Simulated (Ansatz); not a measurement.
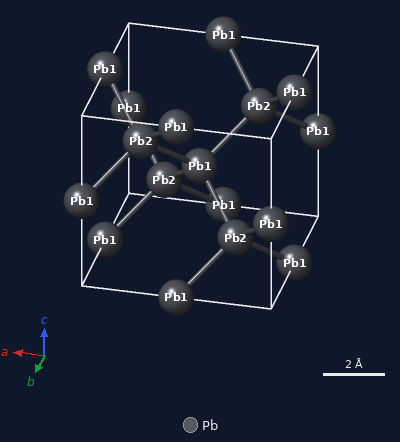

**Figure 1.** The input geometry of the first run (ball-and-stick view of the cell 4 times as large as that of the calculation, set on its symmetry axes, seen at an oblique angle; atoms are numbered from 1 in the order of the input).

## What a change does: single-point calculation on Pb

System: Pb (Fd-3m, 2 atoms in the cell).
Method of the first run: DFT PBE, scalar-relativistic, plane waves, PAW, no spin polarisation (Ansatz 0.2.0).

The structure was made by swapping elements on the sites of another compound; it need not be a known phase. Text and figures count atoms from 1; the logs count them from 0 in places.

### The input, the first run
```yaml
crystal:
  lattice:
    - [0.0, 3.2190774613, 3.2190774613]
    - [3.2190774613, 0.0, 3.2190774613]
    - [3.2190774613, 3.2190774613, 0.0]
  atoms:
    - { symbol: Pb, position: [0.5, 0.5, 0.5] }
    - { symbol: Pb, position: [0.75, 0.75, 0.75] }
basis:
  ecutwfc: 420
kpoints:
  mp_grid: { grid: [12, 12, 12] }
hamiltonian:
  xc: pbe
scf:
  occupations: { method: gaussian, width: 0.1 }
output:
  forces: true
  stress: true
  eigenvalues: true
```

Launched with:
```bash
ansatz run input.yaml --threads 1 --pin off --max-ram 1331MiB --backend cpu --events-out ev --progress --plain --runs-dir out
```

Hardware: 1 thread of an x86-64 CPU, shared host.

### Output, shortened to warnings, some set-up lines, iterations and results (the first run)
```
Basis set: ecut = 420 eV, 1291 PW (Γ), exchange–correlation on 64×64×64 points (8 copies of the dense FFT grid, shifted against one another)
Symmetry: 48 space group operations
k-points: 72 of 1728
Initial density: superposition of atomic densities (neutral atoms: chi_scale 0, normalization atom), corrected by the library's trained network
[...]
SCF iter   1: F=—  HF=-23811.621294 eV  |F-HF|=—  |Δ(HF+E_count)|=         —  Δρ=6.12e-4  dr2=8.67e-5  ethr=1.77e-3  ⟨swp⟩=6.2  Hψ=7067  notcnv=0
SCF iter   2: F=—  HF=-23811.620671 eV  |F-HF|=—  |Δ(HF+E_count)|=   6.23e-4  Δρ=3.46e-4  dr2=5.69e-5  ethr=3.10e-7  ⟨swp⟩=3.1  Hψ=3466  notcnv=0
SCF iter   3: F=—  HF=-23811.620788 eV  |F-HF|=—  |Δ(HF+E_count)|=   1.18e-4  Δρ=1.64e-4  dr2=1.02e-5  ethr=2.03e-7  ⟨swp⟩=2.0  Hψ=2308  notcnv=0
SCF iter   4: F=—  HF=-23811.620822 eV  |F-HF|=—  |Δ(HF+E_count)|=   3.36e-5  Δρ=1.04e-4  dr2=5.74e-6  ethr=3.63e-8  ⟨swp⟩=2.0  Hψ=1588  notcnv=0
SCF iter   5: F=—  HF=-23811.620821 eV  |F-HF|=—  |Δ(HF+E_count)|=   1.27e-6  Δρ=3.09e-5  dr2=4.98e-7  ethr=2.05e-8  ⟨swp⟩=2.1  Hψ=2220  notcnv=0
SCF iter   6: F=-23811.620821 eV  HF=-23811.620821 eV  |F-HF|=3.67e-9  |Δ(HF+E_count)|=   1.57e-7  Δρ=3.30e-6  dr2=4.83e-9  ethr=3.57e-10  ⟨swp⟩=4.9  Hψ=7087  notcnv=0
SCF 1 converged in 6 iterations: F = -23811.620821 eV  dr2 = 4.83e-9
SCF converged after 6 iterations
Free energy (F): -23811.620821 eV
Harris-Foulkes:  -23811.620821 eV  (|F-HF|=3.67e-9)
Internal energy: -23811.619145 eV  (E = F + TS)
E sigma→0 (E₀):  -23811.619983 eV
Entropy (-TS):   -0.001676 eV (-0.838 meV/atom)
Fermi energy:    9.758891 eV
--- Per-component energies (eV) ---
  E_band       = -119.095130
  E_kinetic    = 587.904499
  E_local      = -2496.385670  (includes V_loc(G=0)·N_el)
  E_nonlocal   = 700.129780
  E_hartree    = 1018.442708
  E_xc         = -441.952336
  E_vxc        = -266.091246  (∫ρ·V_xc dr)
  E_paw        = -20818.316994  (= ΣΔE_a)
  E_vpaw       = -681.534273  (= ΣTr[D̂ρ^β])
  E_aug_tail   = 0.000101  (compensation charges beyond the density's cutoff)
  E_ewald      = -2361.441232
  E_smearing   = -0.001676  (= −TS)
  E_closure    = -0.000000  (closes the sum)
  Σ components = -23811.620821   (vs F -23811.620821, Δ=0.00e0)
--- Forces (eV/Å), atoms counted from 1 ---
  atom   1  Pb     0.00000000     0.00000000    -0.00000000
  atom   2  Pb    -0.00000000    -0.00000000     0.00000000
  max |Σ_I F_I| component: 9.25e-18 eV/Å
--- Stress (GPa, compression-positive) ---
       13.548826      -0.000000      -0.000000
       -0.000000      13.548826       0.000000
       -0.000000       0.000000      13.548826
  P = ⅓ Tr σ = 13.5488 GPa (135.488 kbar)
```

For the second run the input was changed thus:
```diff
-  mp_grid: { grid: [12, 12, 12] }
+  mp_grid: { grid: [6, 6, 6] }
```

Predict how the results change.

The free energy of the second run is 13.8 meV per atom higher, which measures how much it depends on this numerical setting. The pressure goes from 13.55 to 13.83 GPa. The SCF takes 7 iterations against 6. The irreducible k-points go from 72 to 16.

### Output, shortened to warnings, some set-up lines, iterations and results (the second run)
```
Basis set: ecut = 420 eV, 1291 PW (Γ), exchange–correlation on 64×64×64 points (8 copies of the dense FFT grid, shifted against one another)
Symmetry: 48 space group operations
k-points: 16 of 216
Initial density: superposition of atomic densities (neutral atoms: chi_scale 0, normalization atom), corrected by the library's trained network
[...]
SCF iter   1: F=—  HF=-23811.593903 eV  |F-HF|=—  |Δ(HF+E_count)|=         —  Δρ=5.47e-4  dr2=7.62e-5  ethr=1.77e-3  ⟨swp⟩=6.1  Hψ=1556  notcnv=0
SCF iter   2: F=—  HF=-23811.593010 eV  |F-HF|=—  |Δ(HF+E_count)|=   8.94e-4  Δρ=4.70e-4  dr2=9.75e-5  ethr=2.72e-7  ⟨swp⟩=3.1  Hψ=777  notcnv=0
SCF iter   3: F=—  HF=-23811.593061 eV  |F-HF|=—  |Δ(HF+E_count)|=   5.17e-5  Δρ=2.16e-4  dr2=1.59e-5  ethr=2.72e-7  ⟨swp⟩=2.0  Hψ=509  notcnv=0
SCF iter   4: F=—  HF=-23811.593138 eV  |F-HF|=—  |Δ(HF+E_count)|=   7.66e-5  Δρ=1.21e-4  dr2=7.70e-6  ethr=5.69e-8  ⟨swp⟩=2.1  Hψ=513  notcnv=0
SCF iter   5: F=—  HF=-23811.593136 eV  |F-HF|=—  |Δ(HF+E_count)|=   2.17e-6  Δρ=6.16e-5  dr2=2.05e-6  ethr=2.75e-8  ⟨swp⟩=2.1  Hψ=487  notcnv=0
SCF iter   6: F=—  HF=-23811.593135 eV  |F-HF|=—  |Δ(HF+E_count)|=   7.51e-7  Δρ=2.03e-5  dr2=2.11e-7  ethr=7.34e-9  ⟨swp⟩=2.8  Hψ=513  notcnv=0
SCF iter   7: F=-23811.593135 eV  HF=-23811.593135 eV  |F-HF|=1.89e-8  |Δ(HF+E_count)|=   7.73e-8  Δρ=6.89e-6  dr2=2.38e-8  ethr=3.57e-10  ⟨swp⟩=5.8  Hψ=1354  notcnv=0
SCF 1 converged in 7 iterations: F = -23811.593135 eV  dr2 = 2.38e-8
SCF converged after 7 iterations
Free energy (F): -23811.593135 eV
Harris-Foulkes:  -23811.593135 eV  (|F-HF|=1.89e-8)
Internal energy: -23811.588378 eV  (E = F + TS)
E sigma→0 (E₀):  -23811.590757 eV
Entropy (-TS):   -0.004757 eV (-2.378 meV/atom)
Fermi energy:    9.608415 eV
--- Per-component energies (eV) ---
  E_band       = -118.898153
  E_kinetic    = 587.985607
  E_local      = -2496.530905  (includes V_loc(G=0)·N_el)
  E_nonlocal   = 700.069923
  E_hartree    = 1018.487242
  E_xc         = -442.082363
  E_vxc        = -266.241916  (∫ρ·V_xc dr)
  E_paw        = -20818.076751  (= ΣΔE_a)
  E_vpaw       = -681.146880  (= ΣTr[D̂ρ^β])
  E_aug_tail   = 0.000101  (compensation charges beyond the density's cutoff)
  E_ewald      = -2361.441232
  E_smearing   = -0.004757  (= −TS)
  E_closure    = 0.000000  (closes the sum)
  Σ components = -23811.593135   (vs F -23811.593135, Δ=0.00e0)
--- Forces (eV/Å), atoms counted from 1 ---
  atom   1  Pb     0.00000000     0.00000000     0.00000000
  atom   2  Pb     0.00000000    -0.00000000     0.00000000
  max |Σ_I F_I| component: 3.24e-17 eV/Å
--- Stress (GPa, compression-positive) ---
       13.832360      -0.000000       0.000000
       -0.000000      13.832360      -0.000000
       -0.000000       0.000000      13.832360
  P = ⅓ Tr σ = 13.8324 GPa (138.324 kbar)
```

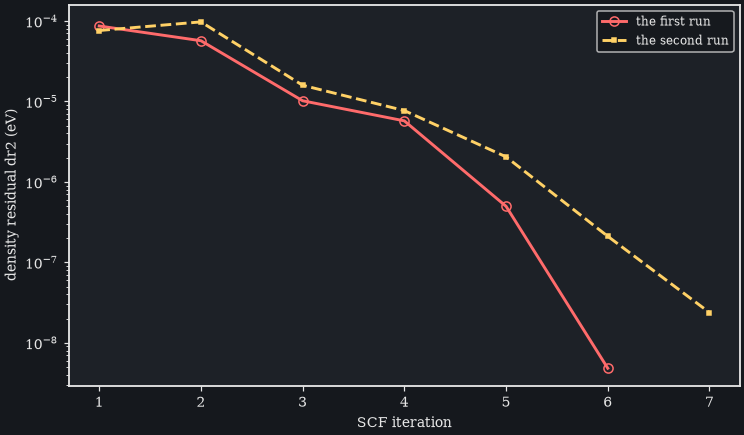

**Figure 2.** Convergence of the two runs: density residual dr2 against the SCF iteration. The first run takes 6 iterations in all, and the second run takes 7.

### The two runs side by side

| quantity | the first run | the second run |
| --- | --- | --- |
| outcome | converged | converged |
| free energy per atom (eV) | −11905.8104 | −11905.7966 |
| energy per atom, smearing taken to zero (eV) | −11905.8100 | −11905.7954 |
| gap on the mesh (eV) | 0.00 | 0.00 |
| pressure (GPa) | 13.55 | 13.83 |
| largest force (eV/Å) | 0.000 | 0.000 |
| SCF iterations | 6 | 7 |
| irreducible k-points | 72 | 16 |
| plane waves at Γ | 1291 | 1291 |
| wall time (shared host) | 2.4 s | 0.74 s |

For both runs: Spin–orbit coupling is left out, which matters for Pb. For the first run: The cell is under a pressure of 13.5 GPa at this level, so it is not at its equilibrium volume. For the second run: The cell is under a pressure of 13.8 GPa at this level, so it is not at its equilibrium volume.
